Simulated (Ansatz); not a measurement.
## Geometry relaxation, with input and output: C

System: C (10 atoms in the cell).
Method: DFT PBE, scalar-relativistic, plane waves, PAW, no spin polarisation (Ansatz 0.2.0).

The structure was made by a generator, so it may or may not be a known phase.

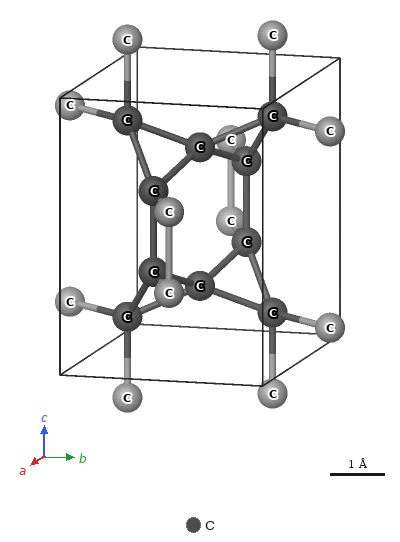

**Figure 1.** The starting structure (ball-and-stick view of the cell of the calculation, seen slightly off an axis; neighbours outside the cell are drawn fainter).

Input
```yaml
crystal:
  lattice:
    - [2.4818470992, -2.9823963013, 0.0]
    - [2.4818470992, 2.9823963013, 0.0]
    - [0.0, 0.0, 5.3951187916]
  atoms:
    - { symbol: C, position: [0.8167154867, 0.3915111574, 0.3541055532] }
    - { symbol: C, position: [0.6084888426, 0.1832845133, 0.1458944468] }
    - { symbol: C, position: [0.3915111574, 0.8167154867, 0.1458944468] }
    - { symbol: C, position: [0.1832845133, 0.6084888426, 0.3541055532] }
    - { symbol: C, position: [0.1832845133, 0.6084888426, 0.6458944468] }
    - { symbol: C, position: [0.3915111574, 0.8167154867, 0.8541055532] }
    - { symbol: C, position: [0.6084888426, 0.1832845133, 0.8541055532] }
    - { symbol: C, position: [0.8167154867, 0.3915111574, 0.6458944468] }
    - { symbol: C, position: [0.5, 0.5, 0.25] }
    - { symbol: C, position: [0.5, 0.5, 0.75] }
basis:
  ecutwfc: 420
kpoints:
  mp_grid: { grid: [6, 6, 4] }
hamiltonian:
  xc: pbe
scf:
  occupations: { method: gaussian, width: 0.02 }
output:
  forces: true
  stress: true
  eigenvalues: true
  write_density: true
  write_potential: true
  elf: true
  volumetric_format: npy
relax:
  adjacent_minimum: "off"
  f_tol: 0.01
  max_steps: 80
  cell: { stress_tol: 0.05 }
```

Machine: 1 thread of Intel Xeon (Sapphire Rapids), 16 GiB of memory available, shared host.

Command:
```bash
ansatz run input.yaml --threads 1 --pin off --max-ram 2560MiB --backend cpu --events-out ev --progress --plain --runs-dir out
```

The program's output
```
Engine: ansatz 0.2.0, x86_64-unknown-linux-gnu
Pseudopotentials: kind: paw
Pseudopotential: C, paw, valence charge 4, recommended cutoff 420 eV (normal), C.paw.azcp
Functional definition: PBE
  parameter kappa = 0.804
  parameter beta = 0.06672455060314922
  exchange = pbe_x(kappa = kappa, mu = beta*pi^2/3)
  correlation = pbe_c(beta = beta)
Crystal: 10 atoms, lattice volume = 79.868 Å³
Basis set: ecut = 420 eV, 1571 PW (Γ), exchange–correlation on 54×54×80 points (8 copies of the dense FFT grid, shifted against one another)
Bands: 30, of which v1, the nominal top of the filled ones, is band 20 counted from 1 (19 counted from 0)
Symmetry: 8 space group operations
Space group: Cccm (ITA 66), of the structure as read, at distance tolerance 4.3e-5 Å
k-points: 39 of 144
Non-local potential: C, projectors of the file, l = 0: 2, l = 1: 2, l = 2: 1
PAW form: soft (Blöchl's): semilocal exchange-correlation on the pseudo side does not see the compensation charge
PAW one-centre angular grid: C, 110 points (default); XC on 64 Gauss nodes
Initial density: superposition of atomic densities (neutral atoms: chi_scale 0, normalization atom), corrected by the library's trained network
Initial wavefunctions: pseudopotential atomic-orbital guess
Functional: x = pbe(κ = 0.804, μ = 0.2195149727645171), c = pbe(β = 0.06672455060314922)
SCF iter   1: F=—  HF=-2500.237879 eV  |F-HF|=—  |Δ(HF+E_count)|=         —  Δρ=1.33e-2  dr2=6.24e-2  ethr=1.77e-3  ⟨swp⟩=6.5  Hψ=5563  notcnv=0  defer=6
preconditioner: auto → Resta (q_TF=auto, 2.431 Å⁻¹)  ε∞=3.9  [insulator: Δε(μ)=2.953 eV  Ē_g=15.558 eV  σ=0.020 eV  W_gap=1.00  n_scr=22 (ndim 8)  ℏωp=26.3 eV  f_vac=0.033  D(μ)=0.00/eV (n_scr^D=0)  ε∞_Penn≈3.9]
SCF iter   2: F=—  HF=-2500.236935 eV  |F-HF|=—  |Δ(HF+E_count)|=   9.44e-4  Δρ=7.13e-3  dr2=1.69e-2  ethr=1.56e-4  ⟨swp⟩=2.0  Hψ=1716  notcnv=0  defer=159
SCF iter   3: F=—  HF=-2500.239466 eV  |F-HF|=—  |Δ(HF+E_count)|=   2.53e-3  Δρ=9.94e-4  dr2=7.42e-4  ethr=4.23e-5  ⟨swp⟩=2.9  Hψ=1970  notcnv=0  defer=166
SCF iter   4: F=—  HF=-2500.239602 eV  |F-HF|=—  |Δ(HF+E_count)|=   1.36e-4  Δρ=2.71e-4  dr2=5.05e-5  ethr=1.86e-6  ⟨swp⟩=2.1  Hψ=1772  notcnv=0  defer=166
SCF iter   5: F=—  HF=-2500.239673 eV  |F-HF|=—  |Δ(HF+E_count)|=   7.05e-5  Δρ=6.07e-5  dr2=3.00e-6  ethr=1.26e-7  ⟨swp⟩=2.0  Hψ=1774  notcnv=0  defer=166
SCF iter   6: F=-2500.239675 eV  HF=-2500.239675 eV  |F-HF|=1.18e-7  |Δ(HF+E_count)|=   2.11e-6  Δρ=1.00e-5  dr2=6.14e-8  ethr=2.50e-10  ⟨swp⟩=14.4  Hψ=9295  notcnv=0
SCF 1 converged in 6 iterations: F = -2500.239675 eV  dr2 = 6.14e-8
  greatest PAW one-centre occupation: 0.649 electrons in one spin orbital (limit 2), on the C atom at site 9 (counted from 0), in its partial waves of l = 0
relax step   1: F+E_penalty+E_count = -2500.23967497 eV  Δ(F+E_penalty+E_count) = +0.000e0 eV  max|allowed force component| = 4.419e-3 eV/Å  Δτ_max = 0.0000 Å  P = -0.026 GPa  Ω = 79.868 Å³  (6 SCF iters, dr2 threshold 1.00e-7 eV, accepted)
Crystal: 10 atoms, lattice volume = 79.863 Å³
Initial density: handed on by an earlier stage of this run
Initial wavefunctions: those handed on with the density
iter 1 solved again at ethr=1.90e-9 eV; its pass at ethr=3.10e-3 eV (dr2=7.61e-7 eV) is discarded
SCF iter   1: F=—  HF=-2500.239723 eV  |F-HF|=—  |Δ(HF+E_count)|=         —  Δρ=4.08e-5  dr2=8.68e-7  ethr=1.90e-9  ⟨swp⟩=3.3  Hψ=5581  notcnv=0
preconditioner: auto → Resta (q_TF=auto, 2.431 Å⁻¹)  ε∞=3.8  [insulator: Δε(μ)=2.963 eV  Ē_g=15.567 eV  σ=0.020 eV  W_gap=1.00  n_scr=22 (ndim 8)  ℏωp=26.3 eV  f_vac=0.052  D(μ)=0.00/eV (n_scr^D=0)  ε∞_Penn≈3.8]
SCF iter   2: F=—  HF=-2500.239698 eV  |F-HF|=—  |Δ(HF+E_count)|=   2.46e-5  Δρ=2.12e-5  dr2=2.29e-7  ethr=1.90e-9  ⟨swp⟩=2.8  Hψ=1958  notcnv=0
SCF iter   3: F=-2500.239698 eV  HF=-2500.239698 eV  |F-HF|=6.90e-9  |Δ(HF+E_count)|=   2.19e-8  Δρ=3.75e-6  dr2=1.13e-8  ethr=6.11e-11  ⟨swp⟩=8.6  Hψ=8066  notcnv=0
SCF 2 converged in 3 iterations: F = -2500.239698 eV  dr2 = 1.13e-8
relax step   2: F+E_penalty+E_count = -2500.23969822 eV  Δ(F+E_penalty+E_count) = -2.325e-5 eV  max|allowed force component| = 2.230e-3 eV/Å  Δτ_max = 0.0001 Å  P = -0.010 GPa  Ω = 79.863 Å³  energy of the carried Pulay correction = +1.675e-5 eV  (3 SCF iters, dr2 threshold 2.44e-8 eV, accepted)
Initial wavefunctions: pseudopotential atomic-orbital guess (no wavefunctions were taken with the density)
iter 1 solved again at ethr=5.98e-8 eV; its pass at ethr=3.10e-3 eV (dr2=2.39e-5 eV) is discarded
SCF iter   1: F=—  HF=-2500.239653 eV  |F-HF|=—  |Δ(HF+E_count)|=         —  Δρ=5.41e-6  dr2=1.31e-8  ethr=5.98e-8  ⟨swp⟩=3.9  Hψ=9488  notcnv=0
SCF iter   2: F=—  HF=-2500.239631 eV  |F-HF|=—  |Δ(HF+E_count)|=   2.18e-5  Δρ=2.89e-6  dr2=4.51e-9  ethr=3.26e-11  ⟨swp⟩=3.0  Hψ=2364  notcnv=0
SCF iter   3: F=—  HF=-2500.239631 eV  |F-HF|=—  |Δ(HF+E_count)|=   5.92e-9  Δρ=7.30e-7  dr2=4.32e-10  ethr=1.13e-11  ⟨swp⟩=2.1  Hψ=1721  notcnv=0
SCF iter   4: F=-2500.239631 eV  HF=-2500.239631 eV  |F-HF|=6.91e-11  |Δ(HF+E_count)|=  6.38e-10  Δρ=2.83e-7  dr2=2.66e-11  ethr=1.00e-12  ⟨swp⟩=8.6  Hψ=5678  notcnv=0
SCF 3 converged in 4 iterations: F = -2500.239631 eV  dr2 = 2.66e-11
relax step   3: F+E_penalty+E_count = -2500.23963098 eV  Δ(F+E_penalty+E_count) = +6.724e-5 eV  max|allowed force component| = 2.250e-3 eV/Å  Δτ_max = 0.0000 Å  P = -0.010 GPa  Ω = 79.863 Å³  stress off target by 3.82e-2 GPa  SCF on the basis re-selected at this cell (its energy is not comparable with the rows above)  (4 SCF iters)
```

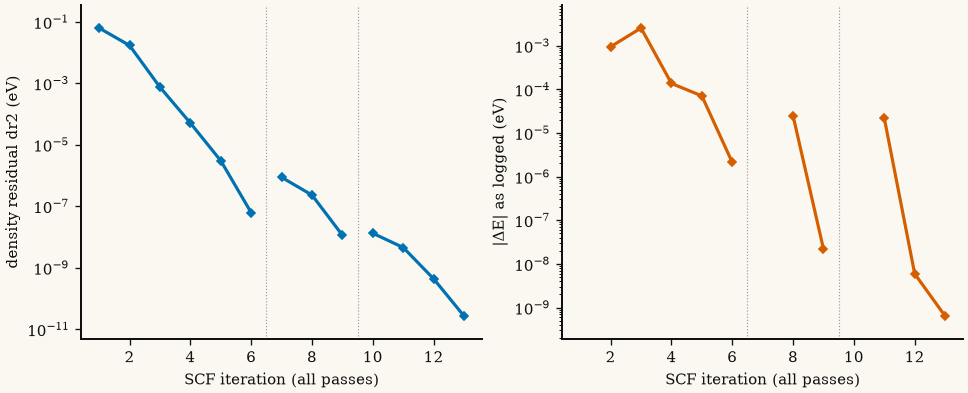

**Figure 2.** Convergence of the self-consistent field: density residual dr2 and size of the energy change against the SCF iteration. The dotted lines part the SCF passes of the relaxation: geometry steps, rejected trials and re-solves on a re-selected basis. The passes take 6, 3 and 4 iterations.

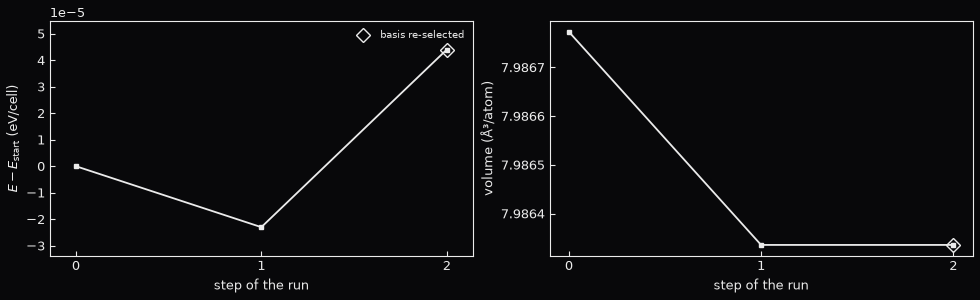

**Figure 3.** Progress of the relaxation, step by step (the first geometry is step 0 here and step 1 in the log). No atom moves by more than 0.005 Å. The cell stays as it was. The space group stays Cccm (No. 66). The energy falls by next to nothing (0.0 meV per cell of the calculation) in 1 geometry step. Largest force component: 0.0044 eV/Å at the start, 0.0022 eV/Å at the end. The pressure goes from −0.03 to −0.01 GPa. A last SCF at the same geometry on a re-selected plane-wave basis shifts the energy by +0.1 meV per cell of the calculation.

```
basis re-selected at this cell: Δ(F+E_penalty+E_count) = +6.724e-5 eV, ΔP = -0.000 GPa vs the last step (what re-selecting the basis moved, of the pressure what is left beyond the Pulay correction that the steps carried, after the strain that the cell walked since its last selection, with what the two solves' SCF thresholds leave and, on support functions, any second-order correction that the steps lacked; it is no measure of the basis error at this ecutwfc). This SCF's stress stands 3.82e-2 GPa from its target on what of the cell is left free (relax.cell.stress_tol is 5.00e-2 GPa) and its largest allowed force component is 2.25e-3 eV/Å (relax.f_tol is 1.00e-2 eV/Å): within both
SCF converged after 4 iterations
Free energy (F): -2500.239631 eV
Harris-Foulkes:  -2500.239631 eV  (|F-HF|=6.91e-11)
Internal energy: -2500.239631 eV  (E = F + TS)
E sigma→0 (E₀):  -2500.239631 eV
Fermi energy:    9.482054 eV
--- Per-component energies (eV) ---
  E_band       = -33.238820
  E_kinetic    = 913.778324
  E_local      = -1402.127691  (includes V_loc(G=0)·N_el)
  E_nonlocal   = 267.064729
  E_hartree    = 425.464853
  E_xc         = -481.099451
  E_vxc        = -596.248870  (∫ρ·V_xc dr)
  E_paw        = -992.225872  (= ΣΔE_a)
  E_vpaw       = -66.635059  (= ΣTr[D̂ρ^β])
  E_aug_tail   = 0.000079  (compensation charges beyond the density's cutoff)
  E_ewald      = -1231.094602
  E_smearing   = -0.000000  (= −TS)
  E_closure    = 0.000000  (closes the sum)
  Σ components = -2500.239631   (vs F -2500.239631, Δ=0.00e0)
--- Forces (eV/Å), atoms counted from 1 ---
  atom   1  C      0.00083806    -0.00224989     0.00076639
  atom   2  C     -0.00083806    -0.00224989    -0.00076639
  atom   3  C      0.00083806     0.00224989    -0.00076639
  atom   4  C     -0.00083806     0.00224989     0.00076639
  atom   5  C     -0.00083806     0.00224989    -0.00076639
  atom   6  C      0.00083806     0.00224989     0.00076639
  atom   7  C     -0.00083806    -0.00224989     0.00076639
  atom   8  C      0.00083806    -0.00224989    -0.00076639
  atom   9  C      0.00000000    -0.00000000     0.00000000
  atom  10  C      0.00000000     0.00000000    -0.00000000
  max |Σ_I F_I| component: 1.39e-17 eV/Å
--- Stress (GPa, compression-positive) ---
       -0.038195      -0.000000       0.000000
       -0.000000       0.028614      -0.000000
        0.000000      -0.000000      -0.021750
  P = ⅓ Tr σ = -0.0104 GPa (-0.104 kbar)
--- Band table (eV; the first three rows and the last of 39) ---
  k-point 0: bands = ["-12.5668", "-10.0966", "-8.5155", "-7.8831", "-6.3817", "-4.9094", "-1.2977", "-1.2591", "-1.1564", "0.2950", "1.0071", "1.3033", "1.6521", "2.8169", "3.6657", "4.5676", "4.7140", "4.9988", "5.0736", "5.6657", "10.9636", "12.8825", "13.2923", "13.3556", "13.9976", "15.2403", "15.8450", "17.0520", "17.1022", "17.6341"]
  k-point 1: bands = ["-12.3586", "-10.8288", "-7.7179", "-7.6311", "-6.6845", "-5.3039", "-1.2243", "-0.9143", "-0.5902", "-0.0824", "1.0623", "1.4017", "1.6463", "2.0944", "3.6156", "3.8315", "4.4603", "5.0278", "5.2618", "6.3519", "11.5521", "12.7825", "13.6968", "13.7603", "13.8338", "14.3853", "16.4259", "16.7656", "17.0403", "17.0795"]
  k-point 2: bands = ["-11.7521", "-11.7521", "-7.2631", "-7.2631", "-6.3266", "-6.3266", "-0.8433", "-0.8433", "0.1874", "0.1874", "0.6956", "0.6956", "1.5977", "1.5977", "3.9770", "3.9770", "4.0505", "4.0505", "6.2346", "6.2346", "12.9055", "12.9055", "13.0994", "13.0994", "14.9850", "14.9850", "15.0337", "15.0337", "18.4187", "18.4187"]
  k-point 38: bands = ["-10.0393", "-10.0393", "-9.9485", "-9.9485", "-5.9728", "-5.9728", "-0.8832", "-0.8832", "-0.7279", "-0.7279", "-0.1936", "-0.1936", "2.3004", "2.3004", "5.8690", "5.8690", "5.9922", "5.9922", "6.6457", "6.6457", "11.0525", "11.0525", "14.0421", "14.0421", "14.5346", "14.5346", "16.0487", "16.0487", "17.7049", "17.7049"]
--- Relaxed structure (2 steps of the walk, 2 accepted, 1 SCFs on fresh bases) ---
  F+E_penalty+E_count = -2500.23963098 eV   max|allowed force component| = 2.250e-3 eV/Å   (the final SCF, on the basis selected at the relaxed cell)
  cell:  # Å, volume = 79.8633 Å³
    - [2.4814697970696558, -2.982619745600251, 0.0]
    - [2.4814697970696558, 2.982619745600251, 0.0]
    - [0.0, 0.0, 5.3952378014695235]
  atoms:
    - { symbol: C, position: [0.8167053241011912, 0.39150359741079543, 0.35411480129035755] }
    - { symbol: C, position: [0.6084964025892045, 0.18329467589880885, 0.14588519870964242] }
    - { symbol: C, position: [0.39150359741079543, 0.8167053241011912, 0.14588519870964242] }
    - { symbol: C, position: [0.18329467589880885, 0.6084964025892045, 0.35411480129035755] }
    - { symbol: C, position: [0.18329467589880885, 0.6084964025892045, 0.6458851987096423] }
    - { symbol: C, position: [0.39150359741079543, 0.8167053241011912, 0.8541148012903576] }
    - { symbol: C, position: [0.6084964025892045, 0.18329467589880885, 0.8541148012903576] }
    - { symbol: C, position: [0.8167053241011912, 0.39150359741079543, 0.6458851987096423] }
    - { symbol: C, position: [0.49999999999999994, 0.49999999999999994, 0.24999999999999997] }
    - { symbol: C, position: [0.49999999999999994, 0.49999999999999994, 0.7500000000000001] }
```

Trajectory as extended XYZ (Å, eV, eV/Å), 3 frames, from step=1 to step=3
```
10
Lattice="2.4818 -2.9824 0.0000 2.4818 2.9824 0.0000 0.0000 0.0000 5.3951" Properties=species:S:1:pos:R:3:forces:R:3 step=1 energy=-2500.23967 pressure_GPa=-0.03
C     2.9986   -1.2681    1.9104    0.0013  -0.0044   0.0028
C     1.9651   -1.2681    0.7871   -0.0013  -0.0044  -0.0028
C     2.9986    1.2681    0.7871    0.0013   0.0044  -0.0028
C     1.9651    1.2681    1.9104   -0.0013   0.0044   0.0028
C     1.9651    1.2681    3.4847   -0.0013   0.0044  -0.0028
C     2.9986    1.2681    4.6080    0.0013   0.0044   0.0028
C     1.9651   -1.2681    4.6080   -0.0013  -0.0044   0.0028
C     2.9986   -1.2681    3.4847    0.0013  -0.0044  -0.0028
C     2.4818    0.0000    1.3488    0.0000   0.0000   0.0000
C     2.4818    0.0000    4.0463    0.0000   0.0000   0.0000
10
Lattice="2.4815 -2.9826 0.0000 2.4815 2.9826 0.0000 0.0000 0.0000 5.3952" Properties=species:S:1:pos:R:3:forces:R:3 step=2 energy=-2500.23970 pressure_GPa=-0.01
C     2.9981   -1.2682    1.9105    0.0008  -0.0022   0.0008
C     1.9648   -1.2682    0.7871   -0.0008  -0.0022  -0.0008
C     2.9981    1.2682    0.7871    0.0008   0.0022  -0.0008
C     1.9648    1.2682    1.9105   -0.0008   0.0022   0.0008
C     1.9648    1.2682    3.4847   -0.0008   0.0022  -0.0008
C     2.9981    1.2682    4.6082    0.0008   0.0022   0.0008
C     1.9648   -1.2682    4.6082   -0.0008  -0.0022   0.0008
C     2.9981   -1.2682    3.4847    0.0008  -0.0022  -0.0008
C     2.4815    0.0000    1.3488    0.0000   0.0000   0.0000
C     2.4815    0.0000    4.0464    0.0000   0.0000   0.0000
10
Lattice="2.4815 -2.9826 0.0000 2.4815 2.9826 0.0000 0.0000 0.0000 5.3952" Properties=species:S:1:pos:R:3:forces:R:3 step=3 energy=-2500.23963 pressure_GPa=-0.01
C     2.9981   -1.2682    1.9105    0.0008  -0.0022   0.0008
C     1.9648   -1.2682    0.7871   -0.0008  -0.0022  -0.0008
C     2.9981    1.2682    0.7871    0.0008   0.0022  -0.0008
C     1.9648    1.2682    1.9105   -0.0008   0.0022   0.0008
C     1.9648    1.2682    3.4847   -0.0008   0.0022  -0.0008
C     2.9981    1.2682    4.6082    0.0008   0.0022   0.0008
C     1.9648   -1.2682    4.6082   -0.0008  -0.0022   0.0008
C     2.9981   -1.2682    3.4847    0.0008  -0.0022  -0.0008
C     2.4815    0.0000    1.3488    0.0000   0.0000   0.0000
C     2.4815    0.0000    4.0464    0.0000   0.0000   0.0000
```

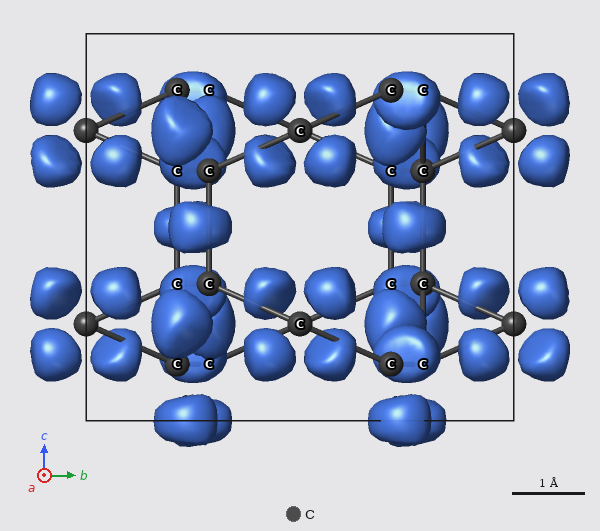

**Figure 4.** Isosurface of the electron localisation function at 0.8 (blue), seen along the a axis. Only the valence region is drawn (cores and ρ < 0.01 e/Å³ removed). Sticks mark near contacts. The outline is the cell set on symmetry axes. Along the contacts the grid gives the following. In a PAW calculation such maps are meaningful between the atoms, not at the nuclei.

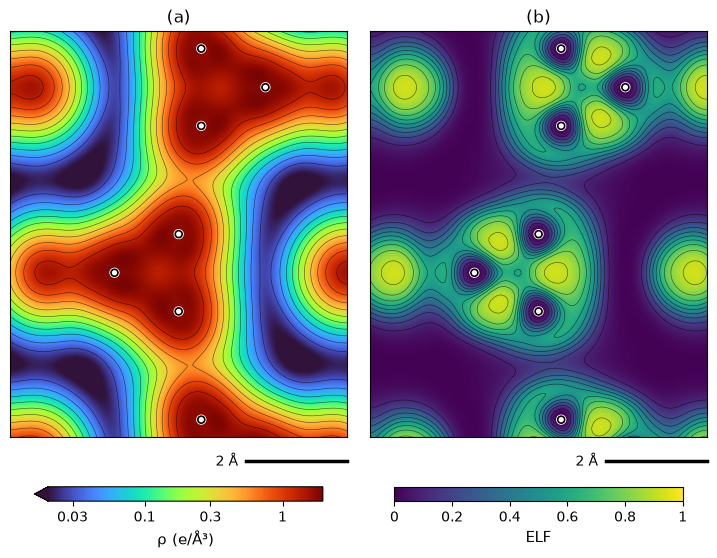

**Figure 5.** (a) valence charge density (pseudo); (b) electron localisation function on the (101) plane of the conventional cell. Circles mark the nuclei in the plane (C). Atoms in the plane: C. C–C (1.53 Å): ρ is about 1.5 e/Å³ halfway; the ELF peaks at about 0.85 between the atoms, as expected for localised, shared-pair bonding. Away from the nuclei the density in this plane falls to 0.02 e/Å³ at its lowest.

Key numbers

| quantity | value |
| --- | --- |
| outcome | converged |
| space group (tolerance 0.01 Å) | Cccm (66) |
| electrons treated | 40 |
| free energy | −2500.2396 eV |
| Fermi energy | 9.482 eV |
| gap on the k-point mesh | 2.96 eV |
| pressure | −0.01 GPa |
| final volume | 79.86 Å³ |
| largest force (length of the vector) at the end | 0.003 eV/Å |
| final cell | a = 3.880 Å, b = 3.880 Å, c = 5.395 Å, α = 90.00°, β = 90.00°, γ = 100.48° |
| wall time | 10 s |
| peak memory | 0.43 GiB |
